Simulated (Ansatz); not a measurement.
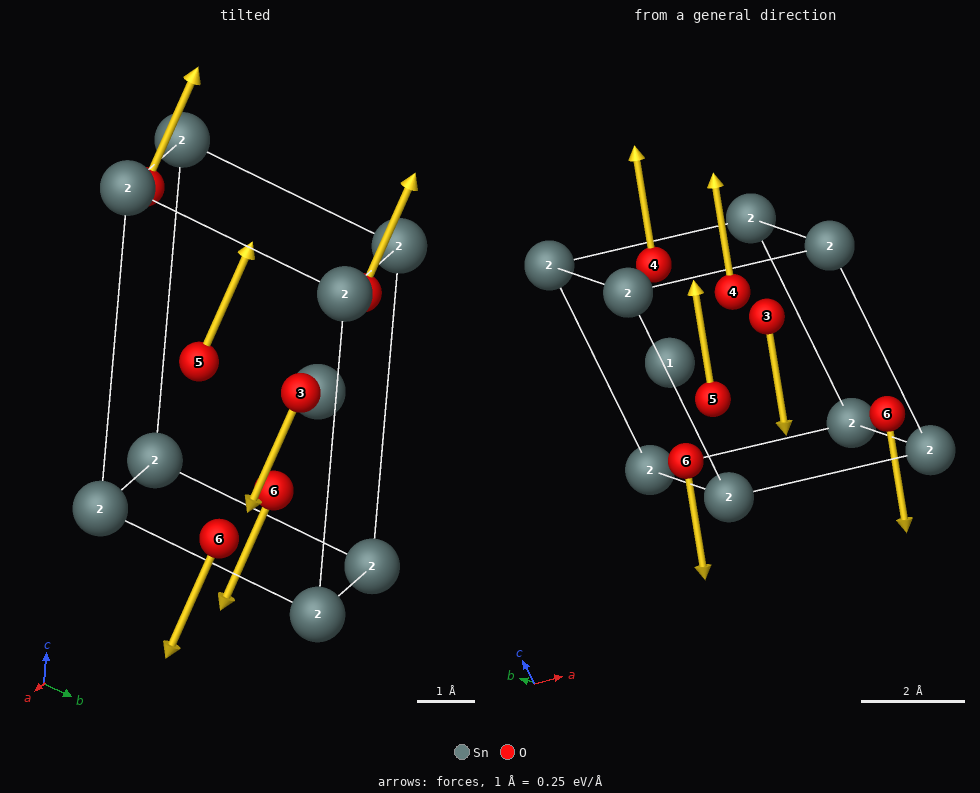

Spheres-only drawing of the structure, looking slightly off an axis and from a general direction. The frame is the cell (the run's own, in a reduced setting); atoms at its boundary are shown with their periodic copies. The arrows are the computed forces on the atoms.

System: SnO2. Level of theory and settings: DFT LDA, scalar-relativistic, plane waves, PAW (Ansatz), E_cut = 420 eV, k-points about 0.21 Å⁻¹ apart, Gaussian smearing of 0.05 eV, no spin polarisation.

> Could this be the end point of a relaxation?

No. The atoms still feel forces of up to about 0.52 eV/Å, far above a usual threshold of 0.01 to 0.03 eV/Å.

> Name the atom under the greatest force.

All O atoms, about 0.52 eV/Å.

The model was built from a structure listed in the Materials Project. The cell was then strained or its atoms displaced on purpose. An electronic-structure calculation with Ansatz was run on it.
